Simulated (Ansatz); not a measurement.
# Single-point calculation, with input and output: HfO$_{2}$ (part 1 of 2)

- system: HfO$_{2}$ (12 atoms in the cell)
- method: DFT, PBE0, plane waves, PAW, no spin polarisation (Ansatz 0.2.0)

The structure derives from an entry of the Crystallography Open Database. The geometry comes from this level: r2SCAN. Figures and captions count atoms from 1; the log counts them from 0 in places.

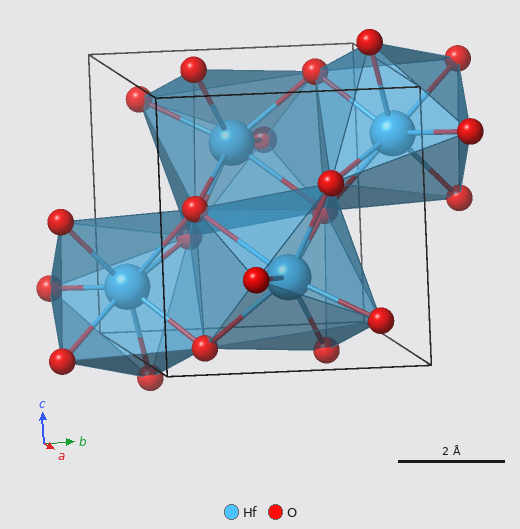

The structure (polyhedral view of the cell of the calculation, seen slightly off an axis; polyhedra are completed across the faces of the cell).

Input file:
```yaml
crystal:
  lattice:
    - [5.1137785016, 0.0, -0.0057051012]
    - [0.0, 5.1814798767, 0.0]
    - [-0.8637460795, 0.0, 5.2240136831]
  atoms:
    - { symbol: Hf, position: [0.2761899071, 0.0418256045, 0.2081959016] }
    - { symbol: Hf, position: [0.7238100929, 0.5418256045, 0.2918040984] }
    - { symbol: Hf, position: [0.7238100929, 0.9581743955, 0.7918040984] }
    - { symbol: Hf, position: [0.2761899071, 0.4581743955, 0.7081959016] }
    - { symbol: O, position: [0.4479232036, 0.7576885497, 0.4785121656] }
    - { symbol: O, position: [0.5520767964, 0.2576885497, 0.0214878344] }
    - { symbol: O, position: [0.5520767964, 0.2423114503, 0.5214878344] }
    - { symbol: O, position: [0.4479232036, 0.7423114503, 0.9785121656] }
    - { symbol: O, position: [0.0701703011, 0.3339088307, 0.3439191267] }
    - { symbol: O, position: [0.9298296989, 0.8339088307, 0.1560808733] }
    - { symbol: O, position: [0.9298296989, 0.6660911693, 0.6560808733] }
    - { symbol: O, position: [0.0701703011, 0.1660911693, 0.8439191267] }
kpoints:
  mp_grid: { grid: [4, 4, 4] }
  band_path:
    path:
      - [0.0, 0.0, 0.0]
      - [0.0, 0.5, 0.0]
      - [0.0, 0.5, 0.5]
      - [0.0, 0.0, 0.5]
      - [-0.5, 0.0, 0.5]
      - [-0.5, 0.5, 0.5]
      - [-0.5, 0.5, 0.0]
      - [-0.5, 0.0, 0.0]
    npoints: 1
hamiltonian:
  xc: pbe0
scf:
  occupations: { method: fixed }
  n_extra_bands: 7
output:
  forces: true
  stress: true
  eigenvalues: true
  write_density: true
  write_potential: true
  elf: true
  volumetric_format: npy
```

Run as:
```bash
ansatz run input.yaml --threads 8 --pin off --max-ram 20275MiB --backend cpu --events-out ev --progress --plain --runs-dir out
```

What the program printed:
```
Warning: output.stress: scf.convergence.dr2_threshold = 1e-7 eV (the SCF's general default) is looser than the 1.2e-9 eV advised for a printed stress (1e-10 eV for each atom of the cell: 12). What an SCF threshold leaves in a stress goes as its square root, and in the free energy as the threshold itself, and one threshold admits the most on a small cell: of the crystals measured, under no hybrid functional and no lock of the moments, on runs that ended without the residual-converged pass, on stresses that held no estimate of that error, the worst erred by over 100 MPa in a component at 1e-7 eV an atom and by under 5 at 1e-10. Set scf.convergence.dr2_threshold to 1.2e-9 eV or tighter. The threshold is an SCF's pass mark: one that does not reach it within its budget of iterations ends unconverged, or closes short of it on a stop that the run arms, and scf.convergence.dr2_threshold's page says what that costs each kind of run
Warning: output.stress: scf.exx.energy_threshold = 1e-6 eV is looser than the 1.2e-7 eV advised for a stress under a hybrid functional (1e-8 eV for each atom of the cell: 12). Every SCF of the exchange loop can meet its threshold on dr2 while the loop round them stops early: no threshold on dr2 bounds what that leaves in the stress. Set scf.exx.energy_threshold to 1.2e-7 eV or tighter. The threshold is the loop's pass mark: a loop that does not reach it within its budget of cycles ends unconverged, and scf.exx.energy_threshold's page has the law
scf.n_extra_bands = 7 over 76 filled bands (N_el = 152.0): the run solves 83 bands
Engine: ansatz 0.2.0, aarch64-unknown-linux-gnu
Pseudopotentials: kind: paw
Pseudopotential: Hf, paw, valence charge 26, recommended cutoff 420 eV (normal), Hf.paw.azcp
Pseudopotential: O, paw, valence charge 6, recommended cutoff 420 eV (normal), O.paw.azcp
Functional definition: PBE0
  parameter a = 0.25
  parameter kappa = 0.804
  parameter beta = 0.06672455060314922
  exchange = (1 - a)*pbe_x(kappa = kappa, mu = beta*pi^2/3) + a*exact_x
  correlation = pbe_c(beta = beta)
davidson cushion auto → on  (no smearing: the cushion is to keep the highest requested band from converging to the state above it; pin scf.eigensolver.cushion to override)
Crystal: 12 atoms, lattice volume = 138.395 Å³
Basis set: ecut = 420 eV, 2703 PW (Γ), exchange–correlation on 72×72×72 points (8 copies of the dense FFT grid, shifted against one another)
Bands: 83, of which v1, the nominal top of the filled ones, is band 76 counted from 1 (75 counted from 0)
Symmetry: 4 space group operations
Space group: P21/c (ITA 14), of the structure as read, at distance tolerance 5.2e-5 Å
k-points: 30 of 64
Non-local potential: Hf, projectors of the file, l = 0: 3, l = 1: 2, l = 2: 2, l = 3: 3
Non-local potential: O, projectors of the file, l = 0: 2, l = 1: 2, l = 2: 1
PAW form: soft (Blöchl's): semilocal exchange-correlation on the pseudo side does not see the compensation charge
PAW frozen core: Hf, regenerated for the run's functional, and the local potential with it (the file was generated under x = pbe(κ = 0.804, μ = 0.2195149727645171), c = pbe(β = 0.06672455060314922))
PAW frozen core: O, regenerated for the run's functional, and the local potential with it (the file was generated under x = pbe(κ = 0.804, μ = 0.2195149727645171), c = pbe(β = 0.06672455060314922))
PAW one-centre angular grid: Hf, 590 points (default); XC on 64 Gauss nodes
PAW one-centre angular grid: O, 110 points (default); XC on 64 Gauss nodes
Initial density: superposition of atomic densities (neutral atoms: chi_scale 0, normalization atom), corrected by the library's trained network
Initial wavefunctions: pseudopotential atomic-orbital guess
Functional: x = pbe(κ = 0.804, μ = 0.2195149727645171), c = pbe(β = 0.06672455060314922), warm-up for x = 0.75 pbe(κ = 0.804, μ = 0.2195149727645171) + 0.25 exact, c = pbe(β = 0.06672455060314922)
SCF iter   1: F=—  HF=-67446.670962 eV  |F-HF|=—  |Δ(HF+E_count)|=         —  Δρ=3.16e-3  dr2=6.20e-3  ethr=1.77e-3  ⟨swp⟩=5.4  Hψ=10289  notcnv=0
preconditioner: auto → none  [insulator: Δε(μ)=4.091 eV  Ē_g=16.999 eV  n_scr=52 (ndim 8)  ℏωp=37.9 eV  f_vac=0.076]
SCF iter   2: F=—  HF=-67446.675710 eV  |F-HF|=—  |Δ(HF+E_count)|=   4.75e-3  Δρ=1.90e-3  dr2=3.02e-3  ethr=4.08e-6  ⟨swp⟩=4.6  Hψ=9820  notcnv=0
SCF iter   3: F=-67446.675552 eV  HF=-67446.675458 eV  |F-HF|=9.34e-5  |Δ(HF+E_count)|=   2.52e-4  Δρ=9.75e-4  dr2=5.43e-4  ethr=1.99e-6  ⟨swp⟩=3.3  Hψ=6507  notcnv=0
SCF 1 stopped early in 3 iterations: F = -67446.675552 eV  dr2 = 5.43e-4
  greatest PAW one-centre occupation: 0.999 electrons in one spin orbital (limit 2), on the Hf atom at site 3 (counted from 0), in its partial waves of l = 0
Initial density: handed on by an earlier stage of this run
Initial wavefunctions: those handed on with the density
Functional: x = 0.75 pbe(κ = 0.804, μ = 0.2195149727645171) + 0.25 exact, c = pbe(β = 0.06672455060314922)
Frozen-core exchange: fock
SCF iter   1: F=—  HF=-67439.044784 eV  |F-HF|=—  |Δ(HF+E_count)|=         —  Δρ=1.03e-2  dr2=1.60e-1  ethr=3.57e-6  ⟨swp⟩=6.6  Hψ=13324  notcnv=0
preconditioner: auto → none  [insulator: Δε(μ)=6.652 eV  Ē_g=21.196 eV  n_scr=52 (ndim 8)  ℏωp=37.9 eV  f_vac=0.077]
SCF iter   2: F=—  HF=-67438.843689 eV  |F-HF|=—  |Δ(HF+E_count)|=   2.01e-1  Δρ=7.04e-3  dr2=4.48e-2  ethr=3.57e-6  ⟨swp⟩=4.0  Hψ=9872  notcnv=0
SCF iter   3: F=—  HF=-67438.831857 eV  |F-HF|=—  |Δ(HF+E_count)|=   1.18e-2  Δρ=2.12e-3  dr2=1.47e-2  ethr=3.57e-6  ⟨swp⟩=4.0  Hψ=9443  notcnv=0
SCF iter   4: F=—  HF=-67438.933966 eV  |F-HF|=—  |Δ(HF+E_count)|=   1.02e-1  Δρ=2.48e-3  dr2=1.03e-2  ethr=2.25e-6  ⟨swp⟩=4.0  Hψ=9721  notcnv=0
SCF iter   5: F=—  HF=-67438.929786 eV  |F-HF|=—  |Δ(HF+E_count)|=   4.18e-3  Δρ=1.26e-3  dr2=1.82e-3  ethr=2.25e-6  ⟨swp⟩=4.0  Hψ=8148  notcnv=0
iter 6 solved again at ethr=2.15e-8 eV; its pass at ethr=1.02e-6 eV (dr2=3.27e-5 eV) is discarded
SCF iter   6: F=—  HF=-67438.929271 eV  |F-HF|=—  |Δ(HF+E_count)|=   5.16e-4  Δρ=2.27e-4  dr2=3.44e-4  ethr=2.15e-8  ⟨swp⟩=3.0  Hψ=12971  notcnv=0
SCF iter   7: F=—  HF=-67438.931951 eV  |F-HF|=—  |Δ(HF+E_count)|=   2.68e-3  Δρ=4.62e-4  dr2=3.52e-4  ethr=1.99e-8  ⟨swp⟩=4.9  Hψ=9794  notcnv=0
SCF iter   8: F=-67438.931826 eV  HF=-67438.931828 eV  |F-HF|=1.28e-6  |Δ(HF+E_count)|=   1.23e-4  Δρ=3.51e-5  dr2=9.18e-6  ethr=1.99e-8  ⟨swp⟩=4.1  Hψ=8089  notcnv=0
SCF 2 stopped early in 8 iterations: F = -67438.931826 eV  dr2 = 9.18e-6
  Residual-converged pass: ⟨swp⟩=3.9  Hψ=7591  notcnv=0  max |occ|·‖R‖ = 6.7e-6 eV (tolerance 6.7e-6 eV)  dr2=9.18e-6  dr2_onsite=3.41e-7  max |Δocc| = 0.0e0
  greatest PAW one-centre occupation: 1.003 electrons in one spin orbital (limit 2), on the Hf atom at site 3 (counted from 0), in its partial waves of l = 0
hybrid outer 1: dexx = +1.145e-1 eV, tail = 4.51e-3 eV
Frozen-core exchange: fock
SCF iter   1: F=—  HF=-67438.929792 eV  |F-HF|=—  |Δ(HF+E_count)|=         —  Δρ=1.17e-4  dr2=6.40e-6  ethr=1.49e-5  ⟨swp⟩=2.0  Hψ=5491  notcnv=0
preconditioner: auto → none  [insulator: Δε(μ)=6.451 eV  Ē_g=20.956 eV  n_scr=52 (ndim 8)  ℏωp=37.9 eV  f_vac=0.083]
SCF iter   2: F=—  HF=-67438.929818 eV  |F-HF|=—  |Δ(HF+E_count)|=   2.58e-5  Δρ=5.06e-5  dr2=1.13e-6  ethr=3.28e-9  ⟨swp⟩=5.0  Hψ=10289  notcnv=0
SCF iter   3: F=—  HF=-67438.929818 eV  |F-HF|=—  |Δ(HF+E_count)|=   2.30e-7  Δρ=2.50e-5  dr2=3.44e-7  ethr=5.45e-10  ⟨swp⟩=3.0  Hψ=5617  notcnv=0
SCF iter   4: F=—  HF=-67438.929819 eV  |F-HF|=—  |Δ(HF+E_count)|=   1.41e-6  Δρ=8.08e-6  dr2=7.55e-8  ethr=9.78e-11  ⟨swp⟩=5.8  Hψ=8758  notcnv=0
SCF iter   5: F=—  HF=-67438.929819 eV  |F-HF|=—  |Δ(HF+E_count)|=   1.65e-8  Δρ=1.50e-6  dr2=4.79e-9  ethr=4.26e-11  ⟨swp⟩=3.1  Hψ=6662  notcnv=0
SCF iter   6: F=-67438.929819 eV  HF=-67438.929819 eV  |F-HF|=1.75e-10  |Δ(HF+E_count)|=   2.55e-8  Δρ=8.51e-7  dr2=4.99e-10  ethr=3.34e-12 (applied; sched 1.48e-12)  ⟨swp⟩=6.7  Hψ=8712  notcnv=0  defer=6
SCF 3 converged in 6 iterations: F = -67438.929819 eV  dr2 = 4.99e-10
  Residual-converged pass: ⟨swp⟩=2.5  Hψ=5314  notcnv=0  max |occ|·‖R‖ = 1.1e-6 eV (tolerance 1.1e-6 eV)  dr2=4.99e-10  dr2_onsite=1.14e-10  max |Δocc| = 0.0e0
hybrid outer 2: dexx = +1.253e-5 eV, tail = 1.06e-6 eV, Δε = 9.55e-3 eV (about 4.61e-4 eV left of the loop's levels), ΔF = 7.85e-3 eV/Å (tail 2.45e-3)
Frozen-core exchange: fock
SCF iter   1: F=—  HF=-67438.929820 eV  |F-HF|=—  |Δ(HF+E_count)|=         —  Δρ=6.59e-6  dr2=4.41e-8  ethr=3.50e-9  ⟨swp⟩=5.3  Hψ=5963  notcnv=0
preconditioner: auto → none  [insulator: Δε(μ)=6.451 eV  Ē_g=20.957 eV  n_scr=52 (ndim 8)  ℏωp=37.9 eV  f_vac=0.083]
SCF iter   2: F=-67438.929820 eV  HF=-67438.929820 eV  |F-HF|=7.57e-10  |Δ(HF+E_count)|=   7.47e-9  Δρ=1.89e-6  dr2=3.32e-9  ethr=2.44e-11  ⟨swp⟩=4.0  Hψ=7648  notcnv=0
SCF 4 converged in 2 iterations: F = -67438.929820 eV  dr2 = 3.32e-9
  Residual-converged pass: ⟨swp⟩=2.8  Hψ=5354  notcnv=0  max |occ|·‖R‖ = 2.3e-6 eV (tolerance 2.3e-6 eV)  dr2=3.37e-9  dr2_onsite=5.15e-10  max |Δocc| = 0.0e0
```

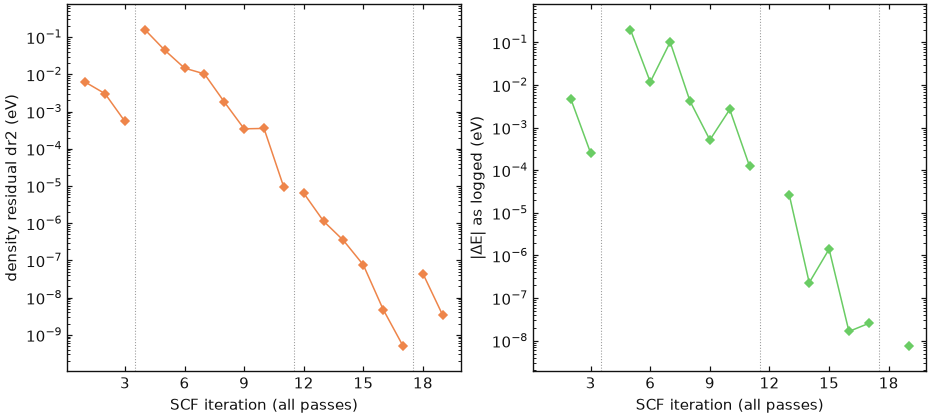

Convergence of the self-consistent field: density residual dr2 and size of the energy change against the SCF iteration. The run starts with a semilocal functional; after that each stretch between dotted lines is one SCF of the hybrid functional between two exact rebuilds of the exchange operator by the outer loop. Early passes are stopped at a loose threshold. The passes take 3, 8, 6 and 2 iterations.

```
hybrid outer 3: dexx = +1.579e-8 eV, tail = 9.08e-9 eV, Δε = 1.52e-4 eV (about 2.78e-5 eV left of the loop's levels), ΔF = 1.60e-4 eV/Å (tail 2.24e-4)
NSCF: frozen V_eff on 8 k-points
hybrid SCF converged: 3 outer / 16 inner (+3 warm-up), last move |dexx| = 1.58e-8 eV, tail = 9.08e-9 eV
Stability not checked: this state was not tested for a lower state beside it, because the functional holds exact exchange (a hybrid, or Hartree-Fock), whose exchange loop this test does not read (fock_operator; see scf.lower_state_search)
Free energy (F): -67438.929820 eV
Frozen-core exchange: fock
Harris-Foulkes:  -67438.929820 eV  (|F-HF|=7.57e-10)
Internal energy: -67438.929820 eV  (E = F + TS)
E sigma→0 (E₀):  -67438.929820 eV
Fermi energy:    12.685699 eV
--- Per-component energies (eV) ---
  E_band       = -447.811424
  E_kinetic    = 3082.175209
  E_local      = -24548.022884  (includes V_loc(G=0)·N_el)
  E_nonlocal   = -4653.791660
  E_hartree    = 11223.675407
  E_xc         = -1374.451864
  E_vxc        = -1398.618418  (∫ρ·V_xc dr)
  E_exx        = -681.850373  (= α·E_x^exact, valence–valence)
  E_paw        = -28645.385313  (= ΣΔE_a)
  E_vpaw       = 5986.776931  (= ΣTr[D̂ρ^β])
  E_aug_tail   = 0.019765  (compensation charges beyond the density's cutoff)
  E_ewald      = -21845.544382
  E_core_change = 4.246271  (= ΣΔE_core)
  E_smearing   = -0.000000  (= −TS)
  E_closure    = 0.000004  (closes the sum)
  Σ components = -67438.929820   (vs F -67438.929820, Δ=-1.46e-11)
--- Forces (eV/Å), atoms counted from 1 ---
  atom   1  Hf    -0.06361873    -0.01353543    -0.05538224
  atom   2  Hf     0.06361873    -0.01353543     0.05538224
  atom   3  Hf     0.06361873     0.01353543     0.05538224
  atom   4  Hf    -0.06361873     0.01353543    -0.05538224
  atom   5  O      0.06243784    -0.00224634     0.01640088
  atom   6  O     -0.06243784    -0.00224634    -0.01640088
  atom   7  O     -0.06243784     0.00224634    -0.01640088
  atom   8  O      0.06243784     0.00224634     0.01640088
  atom   9  O      0.03085816     0.01049883     0.05448619
  atom  10  O     -0.03085816     0.01049883    -0.05448619
  atom  11  O     -0.03085816    -0.01049883    -0.05448619
  atom  12  O      0.03085816    -0.01049883     0.05448619
  max |Σ_I F_I| component: 0.00e0 eV/Å
--- Stress (GPa, compression-positive) ---
        0.186418       0.000000      -0.113321
        0.000000       0.195603       0.000000
       -0.113321       0.000000      -0.067012
  P = ⅓ Tr σ = 0.1050 GPa (1.050 kbar)
--- Band table (eV; the first three rows and the last of 30) ---
  k-point 0: bands = ["-50.3238", "-50.3000", "-50.2964", "-50.2956", "-18.1378", "-18.0939", "-18.0807", "-17.8242", "-17.7534", "-17.7106", "-17.6647", "-17.6364", "-17.5966", "-17.5758", "-17.5307", "-17.4589", "-7.1050", "-5.7073", "-5.5336", "-5.5146", "-4.9766", "-4.9237", "-4.7688", "-4.6586", "-0.2068", "-0.1960", "-0.1952", "-0.1944", "-0.1894", "-0.1880", "-0.1807", "-0.1785", "-0.1779", "-0.1748", "-0.1734", "-0.1705", "-0.1700", "-0.1694", "-0.1634", "-0.1630", "-0.1578", "-0.1575", "-0.1555", "-0.1538", "-0.1516", "-0.1404", "-0.1315", "-0.1312", "-0.1147", "-0.0993", "-0.0881", "-0.0462", "6.7824", "6.8834", "7.4539", "7.6763", "7.7615", "8.1784", "9.0263", "9.3128", "9.4784", "9.6971", "9.7266", "9.9118", "10.4839", "10.6274", "10.6418", "10.7094", "10.9156", "11.4413", "11.4794", "11.5949", "12.1225", "12.1494", "12.4744", "12.6857", "19.6144", "20.3003", "20.3587", "20.7646", "20.9549", "21.1147", "21.2623"]
```
